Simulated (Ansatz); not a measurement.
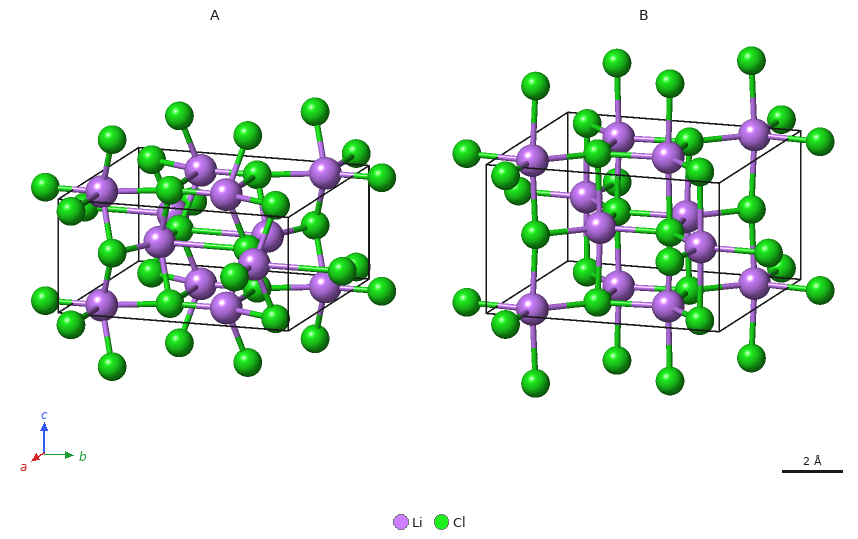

Two geometries of crystalline LiCl (a generated structure, set up in P4_2/mbc) (coarse preliminary run), drawn at one scale. One is the start of a relaxation, the other its converged end. A ball-and-stick model of the cell of the calculation, seen slightly off an axis.

The calculation used DFT PBE, scalar-relativistic, plane waves, PAW in Ansatz 0.2.0. Set-up: plane-wave cutoff 420 eV; k-point mesh 2 × 2 × 4; occupations gaussian; smearing width 0.1 eV; no spin polarisation; cell and atoms relaxed; force threshold 0.04 eV/Å; at most 70 steps.

**Which one is relaxed?**

Structure B is the relaxed one. The largest moves relative to the cell, 0.55 Å, are those of Li atoms. Largest moves by element: Li 0.55 Å, Cl 0.28 Å. The volume changes by +34.2 %, with a = b 8.248 → 8.349 Å (+1.2 %), c 3.939 → 5.160 Å (+31.0 %). Among the contacts that change: Cl–Li 3.156 → 2.466 Å, Cl–Li 2.127 → 2.582 Å, Cl–Li 2.021 → 2.452 Å, Cl–Li 2.315 → 2.437 Å. Among the angles between lasting bonds that change: Cl–Li–Cl 135.7° → 175.1°, Li–Cl–Li 135.7° → 175.1°, Cl–Li–Cl 155.3° → 129.5°. The space group stays P4_2/mbc (No. 135). Over 8 accepted moves (10 points after the start) the energy falls by 6.964 eV per cell of the calculation. The largest force component goes from 0.79 to 0.0089 eV/Å. The pressure goes from 18.87 to 0.02 GPa. The SCF was repeated twice at an unchanged geometry on a basis and grid sized afresh for the cell, which shifted the energy by 69.6 meV per cell of the calculation at most. Cost: 2.5 min on 1 thread of Intel(R) Xeon(R) Processor @ 2.70GHz, on a shared host, peak memory 0.61 GiB.
